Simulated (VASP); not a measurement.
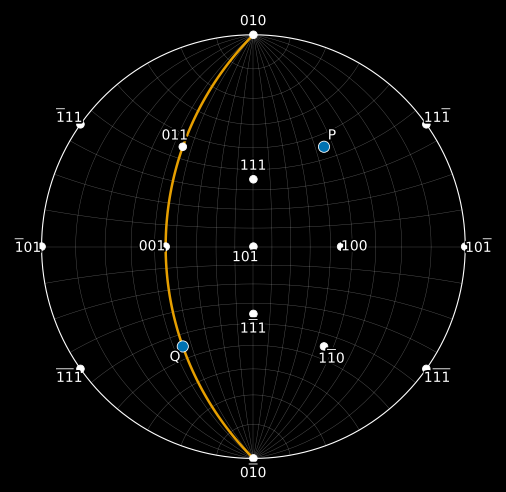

Crystal: ZnSe, an entry of the Crystallography Open Database, as set up for an electronic-structure calculation. Stereographic projection of plane normals (upper hemisphere) centred on (1 0 1). Geometry calculated from the standardised cell; symmetry tolerance 0.002 Å.

a = 5.668 Å, b = 5.668 Å, c = 5.668 Å, α = 90.00°, β = 90.00°, γ = 90.00°.

**Index the poles marked P, Q.**

P is (1 1 0), 60.0° from the centre; Q is (0 −1 1), 60.0° from the centre.

**Which zone does the coloured great circle trace?**

The zone [1 0 0]: its poles satisfy h = 0.

**What is the angle between the normals of (0 −1 1) and (1 0 0), and what are their d_hkl = 1/|g|?**

90.0°; d = 4.008 Å and 5.668 Å.
